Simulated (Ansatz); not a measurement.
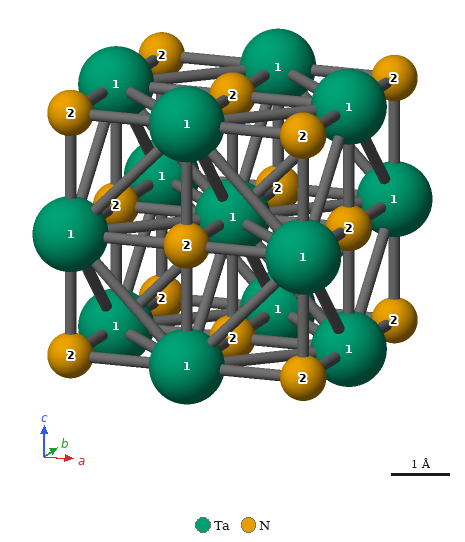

Figure 1. The structure (ball-and-stick view of the cell 4 times as large as that of the calculation, set on its symmetry axes, seen slightly off an axis; atoms are numbered from 1 in the order of the input). An atom can appear more than once, as a periodic image. Near neighbours in the periodic cell (some may lie outside the picture): Ta has 6 N at 2.18 Å and 12 Ta at 3.08 Å; N has 6 Ta at 2.18 Å.

**TaN: single-point calculation**

TaN (Fm-3m, 2 atoms in the cell), computed with DFT PBE, scalar-relativistic, plane waves, PAW, no spin polarisation (Ansatz 0.2.0).

The structure derives from an entry of the Crystallography Open Database. Figures and captions count atoms from 1; the log counts them from 0 in places.

**What the program printed**
```
Engine: ansatz 0.2.0, aarch64-unknown-linux-gnu
Pseudopotentials: kind: paw
Pseudopotential: Ta, paw, valence charge 13, recommended cutoff 420 eV (normal), Ta.paw.azcp
Pseudopotential: N, paw, valence charge 5, recommended cutoff 420 eV (normal), N.paw.azcp
Functional definition: PBE
  parameter kappa = 0.804
  parameter beta = 0.06672455060314922
  exchange = pbe_x(kappa = kappa, mu = beta*pi^2/3)
  correlation = pbe_c(beta = beta)
Crystal: 2 atoms, lattice volume = 20.692 Å³
Basis set: ecut = 420 eV, 411 PW (Γ), exchange–correlation on 48×48×48 points (8 copies of the dense FFT grid, shifted against one another)
Bands: 13, of which v1, the nominal top of the filled ones, is band 9 counted from 1 (8 counted from 0)
Symmetry: 48 space group operations
Space group: Fm-3m (ITA 225), of the structure as read, at distance tolerance 2.7e-5 Å
k-points: 29 of 512
Non-local potential: Ta, projectors of the file, l = 0: 3, l = 1: 2, l = 2: 2, l = 3: 1
Non-local potential: N, projectors of the file, l = 0: 2, l = 1: 2, l = 2: 1
PAW form: soft (Blöchl's): semilocal exchange-correlation on the pseudo side does not see the compensation charge
PAW one-centre angular grid: Ta, 590 points (default); XC on 64 Gauss nodes
PAW one-centre angular grid: N, 110 points (default); XC on 64 Gauss nodes
Initial density: superposition of atomic densities (neutral atoms: chi_scale 0, normalization atom), corrected by the library's trained network
Initial wavefunctions: pseudopotential atomic-orbital guess
Functional: x = pbe(κ = 0.804, μ = 0.2195149727645171), c = pbe(β = 0.06672455060314922)
SCF iter   1: F=—  HF=-10317.856074 eV  |F-HF|=—  |Δ(HF+E_count)|=         —  Δρ=2.17e-3  dr2=7.74e-4  ethr=1.77e-3  ⟨swp⟩=5.7  Hψ=4515  notcnv=0  defer=12
automatic band count: the SCF goes on with 17 bands, as 13 were too few: the levels above may hold too much charge
preconditioner: auto → none  [insulator: Δε(μ)=0.107 eV  Ē_g=15.887 eV  σ=0.100 eV  W_gap=0.53  n_scr=8 (ndim 8)  ℏωp=25.8 eV  f_vac=0.000  D(μ)=0.62/eV (n_scr^D=0)  ε∞_Penn≈3.6]
SCF iter   2: F=—  HF=-10317.855788 eV  |F-HF|=—  |Δ(HF+E_count)|=   2.86e-4  Δρ=9.98e-4  dr2=1.32e-4  ethr=4.30e-6  ⟨swp⟩=1.9  Hψ=802  notcnv=0  defer=12
SCF iter   3: F=—  HF=-10317.855878 eV  |F-HF|=—  |Δ(HF+E_count)|=   9.05e-5  Δρ=1.35e-4  dr2=1.56e-6  ethr=7.32e-7  ⟨swp⟩=2.6  Hψ=617  notcnv=0  defer=12
SCF iter   4: F=—  HF=-10317.855878 eV  |F-HF|=—  |Δ(HF+E_count)|=   5.61e-7  Δρ=1.52e-5  dr2=3.98e-8  ethr=8.68e-9  ⟨swp⟩=2.2  Hψ=662  notcnv=0  defer=12
iter 5 did not close the SCF: its close was put off for the readings that it lacked (scf_convergence_deferred on its scf_iter line)
SCF iter   5: F=-10317.855878 eV  HF=-10317.855878 eV  |F-HF|=4.73e-11  |Δ(HF+E_count)|=   6.06e-9  Δρ=3.24e-6  dr2=7.43e-10  ethr=2.21e-10  ⟨swp⟩=2.8  Hψ=672  notcnv=0  defer=12
SCF iter   6: F=-10317.855878 eV  HF=-10317.855878 eV  |F-HF|=1.27e-11  |Δ(HF+E_count)|=  2.07e-10  Δρ=6.50e-7  dr2=4.38e-11  ethr=4.13e-12  ⟨swp⟩=4.3  Hψ=1849  notcnv=0
SCF 1 converged in 6 iterations: F = -10317.855878 eV  dr2 = 4.38e-11
  greatest PAW one-centre occupation: 0.999 electrons in one spin orbital (limit 2), on the Ta atom at site 0 (counted from 0), in its partial waves of l = 0
SCF converged after 6 iterations
Free energy (F): -10317.855878 eV
Harris-Foulkes:  -10317.855878 eV  (|F-HF|=1.27e-11)
Internal energy: -10317.852841 eV  (E = F + TS)
E sigma→0 (E₀):  -10317.854360 eV
Entropy (-TS):   -0.003037 eV (-1.518 meV/atom)
Fermi energy:    22.411189 eV
--- Per-component energies (eV) ---
  E_band       = -33.510646
  E_kinetic    = 503.654613
  E_local      = -564.872680  (includes V_loc(G=0)·N_el)
  E_nonlocal   = 60.445169
  E_hartree    = 192.060248
  E_xc         = -280.882713
  E_vxc        = -283.654636  (∫ρ·V_xc dr)
  E_paw        = -8524.737175  (= ΣΔE_a)
  E_vpaw       = -133.203846  (= ΣTr[D̂ρ^β])
  E_aug_tail   = 0.000245  (compensation charges beyond the density's cutoff)
  E_ewald      = -1703.520548
  E_smearing   = -0.003037  (= −TS)
  E_closure    = 0.000000  (closes the sum)
  Σ components = -10317.855878   (vs F -10317.855878, Δ=0.00e0)
--- Forces (eV/Å), atoms counted from 1 ---
  atom   1  Ta     0.00000000    -0.00000000     0.00000000
  atom   2  N     -0.00000000     0.00000000    -0.00000000
  max |Σ_I F_I| component: 2.41e-29 eV/Å
--- Stress (GPa, compression-positive) ---
       14.743211      -0.000000       0.000000
        0.000000      14.743211       0.000000
        0.000000       0.000000      14.743211
  P = ⅓ Tr σ = 14.7432 GPa (147.432 kbar)
--- Band table (eV; the first three rows and the last of 29) ---
  k-point 0: bands = ["-47.0600", "-13.3023", "-13.3023", "-13.3023", "3.2841", "18.4478", "18.4478", "18.4478", "20.1811", "20.1811", "20.1811", "22.4461", "22.4461", "24.0906", "31.5273", "46.9516", "46.9516"]
  k-point 1: bands = ["-47.0505", "-13.4519", "-13.3156", "-13.3156", "3.6703", "16.8787", "17.3698", "17.3698", "20.7251", "20.7251", "20.7666", "23.8320", "23.8320", "25.1196", "32.6712", "43.1230", "44.5083"]
  k-point 2: bands = ["-47.0277", "-13.7971", "-13.3473", "-13.3473", "4.6663", "14.5437", "15.8992", "15.8992", "21.5693", "21.9583", "21.9583", "26.4183", "26.4183", "26.9334", "34.7529", "39.8824", "40.2753"]
  k-point 28: bands = ["-46.9739", "-13.8656", "-13.8656", "-13.6461", "5.2363", "14.7280", "15.4569", "15.4569", "22.1594", "22.1594", "26.0925", "26.6676", "27.1149", "32.6514", "34.5418", "34.5418", "37.9513"]
```

The run was set up as follows.

**Input file**
```yaml
crystal:
  lattice:
    - [0.0, 2.179, 2.179]
    - [2.179, 0.0, 2.179]
    - [2.179, 2.179, 0.0]
  atoms:
    - { symbol: Ta, position: [0.5, 0.5, 0.5] }
    - { symbol: "N", position: [0.0, 0.0, 0.0] }
basis:
  ecutwfc: 420
kpoints:
  mp_grid: { grid: [8, 8, 8] }
hamiltonian:
  xc: pbe
scf:
  occupations: { method: gaussian, width: 0.1 }
output:
  forces: true
  stress: true
  eigenvalues: true
```

Launch command:
```bash
ansatz run input.yaml --threads 4 --pin off --max-ram 10240MiB --backend cpu --events-out ev --progress --plain --runs-dir out
```

**Results in brief**

```json
{"quantity": "outcome", "value": "converged"}
{"quantity": "space group (tolerance 0.01 Å)", "value": "Fm-3m (225)"}
{"quantity": "electrons treated", "value": "18"}
{"quantity": "free energy", "value": "−10317.8559 eV"}
{"quantity": "Fermi energy", "value": "22.411 eV"}
{"quantity": "gap on the k-point mesh", "value": "none (metallic)"}
{"quantity": "pressure", "value": "14.74 GPa"}
{"quantity": "largest force (length of the vector)", "value": "under 0.001 eV/Å"}
{"quantity": "hardware", "value": "4 threads of Arm Neoverse V2, 24 GiB of memory available, shared host"}
{"quantity": "peak memory", "value": "0.27 GiB"}
```

Spin–orbit coupling is left out, which matters for Ta. The cell is under a pressure of 14.7 GPa at this level, so it is not at its equilibrium volume.
